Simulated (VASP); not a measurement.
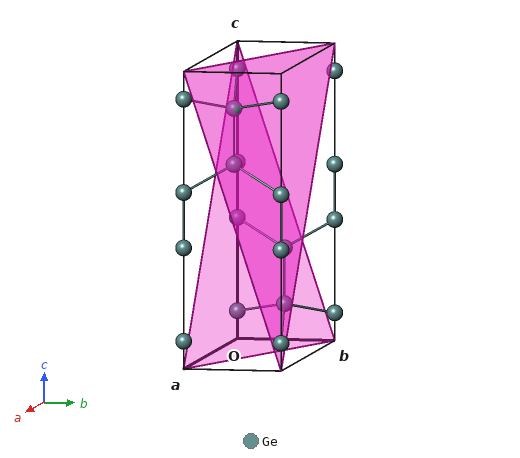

For Ge, a cell listed in the Materials Project, as set up for an electronic-structure calculation: every member of one family of equally spaced planes, hx + ky + lz = a whole number, that cuts the unit cell is shaded (one member passes through the origin O, touching the cell only at an edge or corner). Geometry calculated from the standardised cell; symmetry tolerance 0.002 Å.

a = 4.003 Å, b = 4.003 Å, c = 13.157 Å, α = 90.00°, β = 90.00°, γ = 120.00°.

**Which (hkl) family is drawn?**

(1 1 1), in four indices (1 1 −2 1); the opposite sign names the same planes. The member next to the origin meets the axes a at 1, b at 1, c at 1.

**What is the spacing?**

d = 1.979 Å.

**Which atoms of the cell lie in these planes (within 0.03 Å)?**

No atom.
